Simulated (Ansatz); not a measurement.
```
CELL_PARAMETERS angstrom
3.89267 0.00000 0.00000
0.00000 5.50507 0.00000
0.00000 0.00000 24.73169
ATOMIC_POSITIONS crystal
Ga 0.50000 0.50000 0.30325
P 0.00000 0.25000 0.30325
Ga 0.00000 0.00000 0.38195
P 0.50000 0.75000 0.38195
Ga 0.50000 0.50000 0.46065
P 0.00000 0.25000 0.46065
Ga 0.00000 0.00000 0.53935
P 0.50000 0.75000 0.53935
Ga 0.50000 0.50000 0.61805
P 0.00000 0.25000 0.61805
Ga 0.00000 0.00000 0.69675
P 0.50000 0.75000 0.69675
```

Not relaxed (largest force 1.9 eV/Å).

The calculation used Ansatz, DFT PBE, scalar-relativistic, plane waves, PAW.

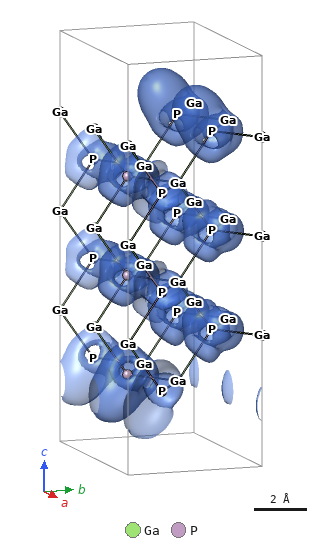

GaP (slab). Isosurface of the electron localisation function at 0.75 (blue), seen slightly off an axis. Only the valence region is drawn (cores and ρ < 0.01 e/Å³ removed). Sticks mark near contacts.

In a PAW calculation such maps are meaningful between the atoms, not at the nuclei.

Where are the electrons localised?

Answer. The ELF exceeds this value in six regions on P in which the atom's valence shell and bonds are merged, counted in one cell of 12 atoms. Counts are for one cell; the picture repeats the cell along the surface. Along the contacts the grid gives the following. Ga–P (2.38 Å): the ELF peaks at about 0.90 in the valence shell of P, 0.9 Å from its nucleus, and is about 0.75 at the midpoint.
